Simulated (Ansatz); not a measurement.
**TiSi2: a failed or faulty run and its cure**

System: TiSi2 (slab, 24 atoms in the cell).
Method of run 1: DFT, r2SCAN, plane waves, PAW (Ansatz 0.2.0).

The structure derives from an entry of the Crystallography Open Database. Text and figures count atoms from 1; the logs count them from 0 in places.

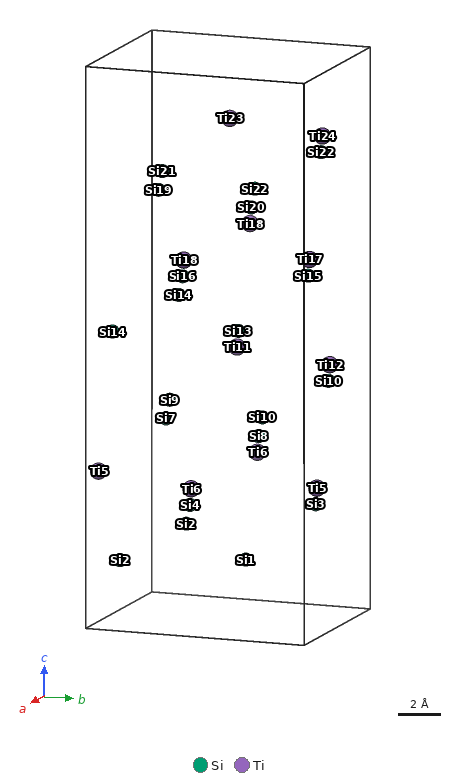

Fig. 1: The structure (ball-and-stick view of the cell of the calculation, with the vacuum cut short, seen slightly off an axis; atoms are numbered from 1 in the order of the input). An atom can appear more than once, as a periodic image.

## Input, run 1
```yaml
crystal:
  lattice:
    - [9.03418657, 0.0, 0.0]
    - [0.0, 11.19140066, 0.0]
    - [0.0, 0.0, 48.89634576]
  atoms:
    - { symbol: Si, position: [0.75, 0.657149949, 0.2898569521] }
    - { symbol: Si, position: [0.0, 0.157149949, 0.2898569521] }
    - { symbol: Si, position: [0.25, 0.8258831124, 0.3298101407] }
    - { symbol: Si, position: [0.5, 0.3258831124, 0.3298101407] }
    - { symbol: Ti, position: [0.75, 0.9830330615, 0.367020618] }
    - { symbol: Ti, position: [0.0, 0.4830330615, 0.367020618] }
    - { symbol: Si, position: [0.25, 0.1401830105, 0.4042310954] }
    - { symbol: Si, position: [0.5, 0.6401830105, 0.4042310954] }
    - { symbol: Si, position: [0.75, 0.3089161739, 0.444184284] }
    - { symbol: Si, position: [0.0, 0.8089161739, 0.444184284] }
    - { symbol: Ti, position: [0.25, 0.4660661229, 0.4813947613] }
    - { symbol: Ti, position: [0.5, 0.9660661229, 0.4813947613] }
    - { symbol: Si, position: [0.75, 0.623216072, 0.5186052387] }
    - { symbol: Si, position: [0.0, 0.123216072, 0.5186052387] }
    - { symbol: Si, position: [0.25, 0.7919492354, 0.5585584273] }
    - { symbol: Si, position: [0.5, 0.2919492354, 0.5585584273] }
    - { symbol: Ti, position: [0.75, 0.9490991844, 0.5957689046] }
    - { symbol: Ti, position: [0.0, 0.4490991844, 0.5957689046] }
    - { symbol: Si, position: [0.25, 0.1062491334, 0.632979382] }
    - { symbol: Si, position: [0.5, 0.6062491334, 0.632979382] }
    - { symbol: Si, position: [0.75, 0.2749822968, 0.6729325706] }
    - { symbol: Si, position: [0.0, 0.7749822968, 0.6729325706] }
    - { symbol: Ti, position: [0.25, 0.4321322459, 0.7101430479] }
    - { symbol: Ti, position: [0.5, 0.9321322459, 0.7101430479] }
basis:
  ecutwfc: 500
kpoints:
  mp_grid: { grid: [7, 6, 1] }
hamiltonian:
  xc: r2scan
scf:
  occupations: { method: gaussian, width: 0.1 }
  max_iter: 50
output:
  forces: true
  eigenvalues: true
  stress: true
efield:
  axis: 3
  dipole_correction: true
  ramp_width: 0.04
```

Command:
```bash
ansatz run input.yaml --threads 2 --pin off --max-ram 5120MiB --backend cpu --events-out ev --progress --plain --runs-dir out
```

Hardware: 2 threads of Arm Neoverse V2, 24 GiB of memory available, shared host.

## End of the output (run 1)
```
[...]
band count auto-derived: 113, from the close of a first SCF at 104 (N_el = 160.0; filled up to band 80; 104 by the electrons, moments and atoms)
Engine: ansatz 0.2.0, aarch64-unknown-linux-gnu
Pseudopotentials: kind: paw
Pseudopotential: Si, paw, valence charge 4, recommended cutoff 500 eV (meta_gga), Si.paw.azcp
Pseudopotential: Ti, paw, valence charge 12, recommended cutoff 500 eV (meta_gga), Ti.paw.azcp
Functional definition: r2SCAN
  parameter k0 = 0.174
  parameter k1 = 0.065
  parameter a1 = 4.9479
  exchange = r2scan_x(k0 = k0, k1 = k1, a1 = a1)
  correlation = r2scan_c
Error: memory limit exceeded: the `cold-start seed` phase of `preliminary scf` needs 6.95 GiB against the run's memory maximum of 5.00 GiB; largest carriers: wavefunctions 3.11 GiB, ion tables 2.95 GiB, unmodelled-tail allowance 0.30 GiB, trial-orbital tables 0.26 GiB, plane-wave basis 0.22 GiB; this run sums exchange and correlation above basis.xc_grid: 1 (its plan line states the level, which a resume's fixed deck keeps): xc box scratch, where this phase holds it, is freed by typing basis.xc_grid: 1 where that is served, the dense box, on which forces and the stress change with where the atoms sit on the grid; above 1 it holds sets of fields, each of the dense FFT grid's size, one where xc_sum_sets_ram_shed is told, and more where that grid is small for the threads, which a lower --threads can ease, or where more sets divide its points along the first axis more evenly among the threads; basis.xc_grid: 2 can take less where it holds more than four sets; beside a kernel that the sum folds it holds no such fields, which stand under nonlocal-correlation fold; on files that bring a core charge a lower level frees more under converged xc re-evaluation or converged xc re-evaluation excess, where this phase holds it, and far more under ion tables or, behind the SCF, source scf tables, which hold that charge on the exchange–correlation grid, the cube of the level in points for each point of the dense grid (where the key is left out runs that use forces, runs that use the stress, dielectric runs by a finite field, finite-displacement phonons, runs of phonons.displacement_patterns under a GGA or a meta-GGA, phonons by method: dfpt, dielectric runs by the response, runs on support functions, runs on PAW files under a meta-GGA or a hybrid on one, runs at kind: all_electron or under a hybrid on a GGA, runs under a text's formulas of a gradient, and runs on PAW files that evaluate rPW86 or Becke's exchange or LYP's correlation can take a finer level, which can go by the root key accuracy; a number is taken as typed; a frozen pass over a finer state takes that state's level too); a lower level also moves a phonon response's frequencies, a U that a linear-response series measures and a field's Born charges, by the response (dielectric, § Limitations, in the input reference) or by a finite field; with basis.ecutrho_ratio left out a phonons.method: dfpt run under a GGA can take a denser grid at level 1, and more memory; under checkpoint.post_process_only, output.atomic_orbital_hamiltonian's pass stands at its saved state's level: that level is lowered only in the run that saves the state, and a lower --threads takes less chiefly on a dense grid that is small for the threads; a later phase of this entry needs more than this one; a spill directory would not be enough: with 16 of 16 wavefunction blocks spilled the largest phase would still need 9.05 GiB
with nothing else changed it takes a maximum of at least 6.95 GiB, with nothing to spare, and 7.65 GiB leaves up to a tenth: --max-ram 7.65GiB where that set the maximum, else more of the term that did, and with no share typed, where 7.65 GiB is over 0.88 of the host's memory or its container's limit, a share of 0.88 or more that holds the maximum too (--max-ram-frac F), where one does; The budget is ten elevenths of this run's memory maximum, which was set by `override`, `--max-ram`. Only more of that lifts it, as far as the next of its terms, where there is one: `probe`, the memory found free on the host or within its container's limit (plus what this process already holds); `hard-limit-fraction`, `--max-ram-frac`'s share of the host's memory or its container's limit, at most the whole. Or run on fewer --threads (every phase holds memory for each worker), or reduce the deck (k-points, bands, cutoff, basis.xc_grid; a resume cannot: its deck is fixed); --dry-run prints the memory plan (there is none under scf.eigensolver.kind: dense, nor of a phonons: deck that is refused for the q-mesh of its integrals; under relax.cell it leaves out what runs after the relaxation; the manual's page Python interface lists what else it leaves out, under The engine at run.memory_plan())
`preliminary scf` is the first of a solve's two SCFs, on fewer bands: with scf.n_extra_bands typed, at a count that the run does not raise, a solve makes one SCF (not on a resume, whose deck is fixed)
```

> What went wrong, and how is the input to be mended?

A setting was made wrong on purpose: a lattice typed in bohr (`crystal.lattice`). Numbers in bohr are read as ångström, so the cell is 1.89 times too large and the atoms hardly bond. The program refused the input: “memory limit exceeded: the `cold-start seed` phase of `preliminary scf` needs 6.95 GiB against the run's memory maximum of 5.00 GiB; largest carriers: wavefunctions 3.11 GiB, ion tables 2.95 GiB, unmodelled-tail allowance 0.30 GiB, trial-orbital tables 0.26 GiB, plane-wave basis 0.22 GiB …”

A run of the same system that converges differs from this input as follows (lines with − go, lines with + come):
```diff
-    - [9.03418657, 0.0, 0.0]
-    - [0.0, 11.19140066, 0.0]
-    - [0.0, 0.0, 48.89634576]
+    - [4.780685714, 0.0, 0.0]
+    - [0.0, 5.9222342671, 0.0]
+    - [0.0, 0.0, 25.8748322119]
-  max_iter: 50
+  write_density: true
+  write_potential: true
+  elf: true
+  volumetric_format: npy
```

## Output, shortened to warnings, some set-up lines, iterations and results (run 2)
```
WARN: The output density's exchange-correlation potential varies sharply where the density is thin. Do not read a vacuum level from v_tot or v_xc, or from such a field of the output density. On a cell that repeats whose density bears no net charge and no dipole along the vacuum's axis use v_es (v_loc + v_h of the components); under efield.dipole_correction with no amplitude use v_es + v_field, …
Basis set: ecut = 500 eV, 18607 PW (Γ), exchange–correlation on 144×180×768 points (64 copies of the dense FFT grid, shifted against one another)
Symmetry: 2 space group operations
k-points: 16 of 42 (time reversal used)
Initial density: superposition of atomic densities (neutral atoms: chi_scale 0, normalization atom), corrected by the library's trained network
[...]
SCF iter   1: F=—  HF=-30262.731485 eV  |F-HF|=—  |Δ(HF+E_count)|=         —  Δρ=8.10e-3  dr2=1.39e0  dr2_τ=1.88e-1  ethr=1.77e-3  p=0.316 e·Å  D=7.80e-2 V/Å  ΔV_dip=-2.02 eV …
SCF iter   2: F=—  HF=-30263.105812 eV  |F-HF|=—  |Δ(HF+E_count)|=   3.74e-1  Δρ=4.80e-3  dr2=3.94e-1  dr2_τ=1.59e-2  ethr=8.72e-4  p=0.343 e·Å  D=8.47e-2 V/Å  ΔV_dip=-2.19 …
SCF iter   3: F=—  HF=-30263.095674 eV  |F-HF|=—  |Δ(HF+E_count)|=   1.01e-2  Δρ=1.86e-3  dr2=4.16e-2  dr2_τ=2.60e-3  ethr=2.46e-4  p=0.347 e·Å  D=8.57e-2 V/Å  ΔV_dip=-2.22 …
SCF iter   4: F=—  HF=-30263.092937 eV  |F-HF|=—  |Δ(HF+E_count)|=   2.74e-3  Δρ=7.44e-4  dr2=9.12e-3  dr2_τ=4.60e-5  ethr=2.60e-5  p=0.349 e·Å  D=8.61e-2 V/Å  ΔV_dip=-2.23 …
SCF iter   5: F=—  HF=-30263.092401 eV  |F-HF|=—  |Δ(HF+E_count)|=   5.36e-4  Δρ=1.41e-4  dr2=4.36e-4  dr2_τ=7.57e-6  ethr=5.70e-6  p=0.353 e·Å  D=8.71e-2 V/Å  ΔV_dip=-2.25 …
SCF iter   6: F=—  HF=-30263.092466 eV  |F-HF|=—  |Δ(HF+E_count)|=   6.54e-5  Δρ=6.42e-5  dr2=1.26e-4  dr2_τ=9.45e-7  ethr=2.72e-7  p=0.355 e·Å  D=8.76e-2 V/Å  ΔV_dip=-2.27 …
SCF iter   7: F=—  HF=-30263.092505 eV  |F-HF|=—  |Δ(HF+E_count)|=   3.93e-5  Δρ=3.79e-5  dr2=2.50e-5  dr2_τ=4.79e-7  ethr=7.86e-8  p=0.357 e·Å  D=8.81e-2 V/Å  ΔV_dip=-2.28 …
SCF iter   8: F=—  HF=-30263.092689 eV  |F-HF|=—  |Δ(HF+E_count)|=   1.84e-4  Δρ=1.03e-5  dr2=4.47e-6  dr2_τ=6.92e-8  ethr=1.56e-8  p=0.357 e·Å  D=8.83e-2 V/Å  ΔV_dip=-2.28 …
SCF iter   9: F=—  HF=-30263.092689 eV  |F-HF|=—  |Δ(HF+E_count)|=   3.42e-7  Δρ=2.66e-6  dr2=1.09e-7  dr2_τ=2.17e-9  ethr=2.79e-9  p=0.358 e·Å  D=8.83e-2 V/Å  ΔV_dip=-2.28 …
SCF iter  10: F=-30263.092689 eV  HF=-30263.092689 eV  |F-HF|=5.11e-8  |Δ(HF+E_count)|=   6.15e-8  Δρ=1.28e-6  dr2=4.65e-8  dr2_τ=5.13e-10  ethr=6.25e-11  p=0.358 e·Å  …
SCF 1 converged in 10 iterations: F = -30263.092689 eV  dr2 = 4.65e-8
WARN: The output density's exchange-correlation potential varies sharply where the density is thin. Do not read a vacuum level from v_tot or v_xc, or from such a field of the output density. On a cell that repeats whose density bears no net charge and no dipole along the vacuum's axis use v_es …
SCF converged after 10 iterations
Free energy (F): -30263.092689 eV
Harris-Foulkes:  -30263.092689 eV  (|F-HF|=5.11e-8)
Internal energy: -30263.010424 eV  (E = F + TS)
E sigma→0 (E₀):  -30263.051557 eV
Entropy (-TS):   -0.082265 eV (-3.428 meV/atom)
Fermi energy:    3.715179 eV
Dipole field:    D = 0.088231 V/Å  (p = 0.357202 e·Å, saw-weighted, corrected)
Work function:   Φ+ = 2.8367 eV   Φ− = 5.1197 eV
[...]
```

## The two runs side by side

```csv
quantity,run 1,run 2
outcome,refused,converged
free energy per atom (eV),–,−1260.9622
gap on the mesh (eV),–,0.00
work function (eV),–,2.84
largest force (eV/Å),–,1.214
SCF iterations,–,10
irreducible k-points,–,16
plane waves at Γ,–,18607
```

Notes on run 2: Warnings of the run: the exchange-correlation potential is rough where the density is thin.
